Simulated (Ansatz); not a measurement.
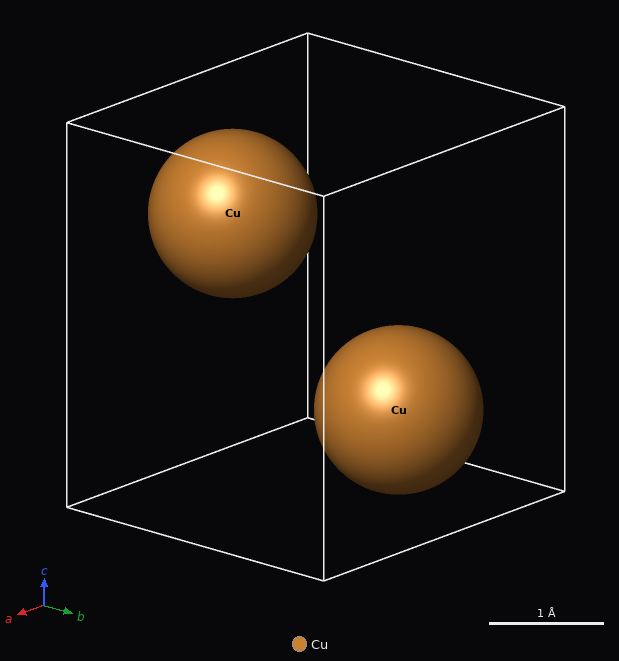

The image is a spheres-only drawing of a crystal, viewed from a general direction. The edges of the simulation cell are marked.

Input used:
```yaml
crystal:
  lattice:
    - [2.5340966698, 0.0, 0.0]
    - [-1.2670483349, 2.1945920917, 0.0]
    - [0.0, 0.0, 4.112571]
  atoms:
    - { symbol: Cu, position: [0.3333333333, 0.6666666667, 0.2256843104] }
    - { symbol: Cu, position: [0.6666666667, 0.3333333333, 0.75] }
basis:
  ecutwfc: 420
kpoints:
  mp_grid: { grid: [24, 24, 12] }
hamiltonian:
  xc: pbesol
scf:
  occupations: { method: gaussian, width: 0.15 }
output:
  forces: true
  stress: true
  eigenvalues: true
  write_density: true
  write_potential: true
  elf: true
  volumetric_format: npy
```
Run as:
```sh
ansatz run input.yaml --threads 1 --pin off --max-ram 2560MiB --backend cpu --events-out ev --progress --plain --runs-dir out
```

Calculation details: DFT PBEsol, scalar-relativistic, plane waves, PAW (Ansatz 0.2.0); plane-wave cutoff 420 eV, Brillouin-zone sampling on a 24×24×12 mesh, Gaussian smearing of 0.15 eV, no spin polarisation.

**How large a gap does the method give, if there is one?**

A metal: bands cross the Fermi level.

**Would the cell expand or shrink if it could?**

The computed pressure is -0.5 GPa (stretched: it would shrink). The stress isn't hydrostatic: its largest component is 1.5 GPa.

The model was built from a structure listed in the Materials Project. The cell was then strained or its atoms displaced on purpose. A calculation with Ansatz used it as input.

At this level of theory the run's own cell isn't at rest (forces up to 0.8 eV/Å), so its distances can differ from those at equilibrium, the more so the softer the solid.
